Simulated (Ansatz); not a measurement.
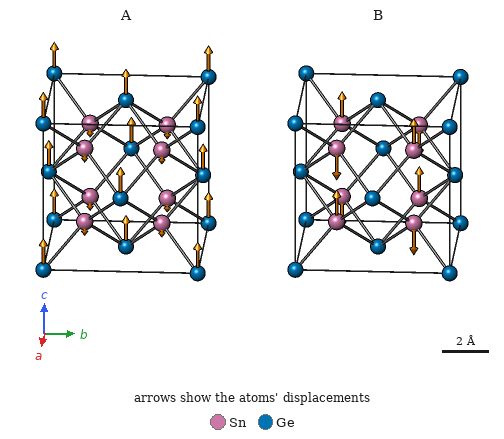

Modes of crystalline Sn₂Ge (a generated structure), space group Fm-3m (No. 225), at the zone centre (one member of each degenerate set). The orange arrows are the displacements of the atoms (eigenvector over the root of the mass), of arbitrary overall length and sign. The picture is a ball-and-stick view of the conventional cell (4 times the calculation's cell), seen from a free direction. Lengths and directions refer to the drawn axes.

Method: DFT LDA, scalar-relativistic, plane waves, PAW in Ansatz 0.2.0.

The frequencies depend somewhat on the k-mesh and the smearing.

Give the symmetry species and the selection rules of each.

A is T₁u, infrared-active by symmetry (127 cm⁻¹). B is T₂g, Raman-active by symmetry (91 cm⁻¹). The crystal has a centre of inversion, so no mode is both. In a metal the free carriers screen the infrared response.
